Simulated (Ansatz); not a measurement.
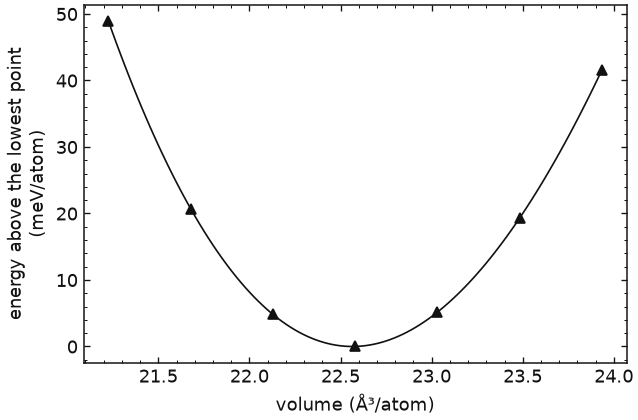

The figure shows the energy above the lowest point against volume for Re, space group Fd-3m (No. 227) (one of a set of cubic test structures, which need not be the stable phase).

Calculation (Ansatz 0.2.0 development build): equation of state of a cubic crystal from periodic Kohn-Sham density functional theory without spin, third-order Birch-Murnaghan fit to the free energies; pressure corrected for the finite basis. Level: PBE.

structure type diamond; atoms in cell 2; space group number 227; lattice centring face-centred primitive; k mesh 17×17×17; occupation method Fermi–Dirac; occupation width 0.06123 eV; wave cutoff 700 eV; datasets hard PAW; density tolerance 1e−09 eV; bands 35; density cutoff ratio 4; search for lower states default.

Q: What equilibrium volume and bulk modulus follow from the curve?

A: A third-order Birch–Murnaghan fit gives V0 = 22.56 Å³/atom, B0 = 177 GPa and B′ = 4.2.

Limits of the calculation: cubic model structure, not the ambient form.
